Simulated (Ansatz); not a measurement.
Consider Ni2Ge.

```yaml
crystal:
  lattice:
    - [4.97094, 0.00000, 0.00000]
    - [0.00000, 3.76424, 0.00000]
    - [0.00000, 0.00000, 7.11928]
  atoms:
    - { symbol: Ni, position: [0.17408, 0.75000, 0.43920] }
    - { symbol: Ni, position: [0.82592, 0.25000, 0.56080] }
    - { symbol: Ni, position: [0.67408, 0.75000, 0.06080] }
    - { symbol: Ni, position: [0.32592, 0.25000, 0.93920] }
    - { symbol: Ni, position: [0.54497, 0.75000, 0.71225] }
    - { symbol: Ni, position: [0.45503, 0.25000, 0.28775] }
    - { symbol: Ni, position: [0.04497, 0.75000, 0.78775] }
    - { symbol: Ni, position: [0.95503, 0.25000, 0.21225] }
    - { symbol: Ge, position: [0.20629, 0.75000, 0.11156] }
    - { symbol: Ge, position: [0.79371, 0.25000, 0.88844] }
    - { symbol: Ge, position: [0.70629, 0.75000, 0.38844] }
    - { symbol: Ge, position: [0.29371, 0.25000, 0.61156] }
```

Space group Pnma; a structure from a database of computed crystals, not necessarily the ambient phase; changed on purpose from its base cell (volume × 0.97, shape and atoms relaxed); computed pressure about 6 GPa in this cell; computed without spin polarisation.

Level of theory: DFT PBEsol, scalar-relativistic, plane waves, PAW (Ansatz 0.2.0).

What will maps of the valence pseudo-density and electron localisation function show?

Answer. Ni–Ge (2.34 Å): ρ at the midpoint is about 0.43 e/Å³; the ELF is about 0.40 at the midpoint.

Metal or insulator at this level of theory?

Answer. It is metallic or semimetallic at this level of theory: no gap opens.

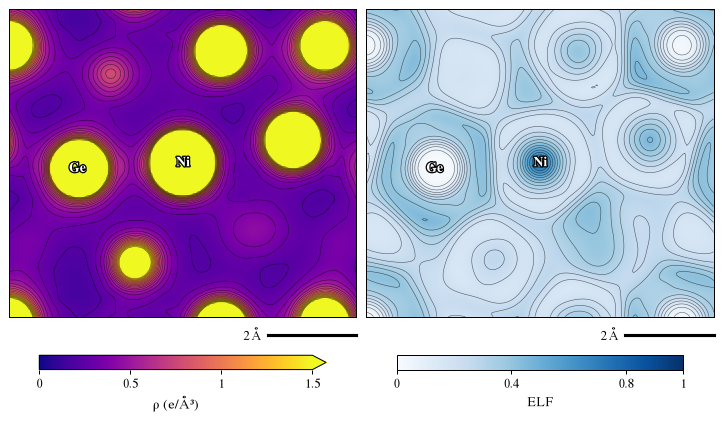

Computed valence pseudo-density and electron localisation function on the (110) plane of the conventional cell, in this order. Atoms just off the plane (Ni, 0.4 Å away and Ge, 0.4 Å away) can leave unmarked features too.

The density is the valence pseudo-density of a PAW calculation; it isn't the true density close to the nuclei.
